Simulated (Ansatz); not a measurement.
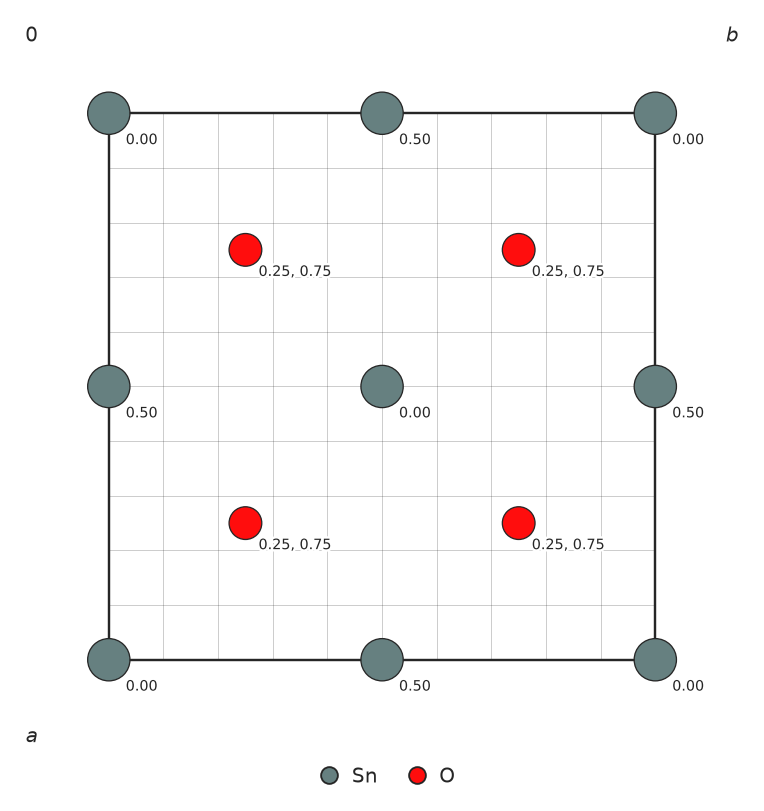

Plan of a unit cell projected along c (a down the page, b across); the numbers are heights as fractions of c, and atoms on the cell's edges are repeated. The grid marks tenths of a and b. Source: coordinates from a relaxation with DFT PBEsol, scalar-relativistic, plane waves, PAW (Ansatz 0.2.0); the starting structure was generated, so it need not be a known form of this composition. The drawing is computed from the coordinates (standard cell, symmetry found to 0.002 Å).

a = 5.085 Å, b = 5.085 Å, c = 5.085 Å, α = 90.00°, β = 90.00°, γ = 90.00°.

### What does the cell contain?

4 Sn, 8 O: SnO2, Z = 4.

### Which space group?

Fm-3m, No. 225, face-centred cubic.

### Give the independent sites, coordinates to two places.

```tsv
atom	site	symmetry	x	y	z
Sn	4a	m-3m	0.00	0.00	0.00
O	8c	-43m	0.25	0.75	0.75
```
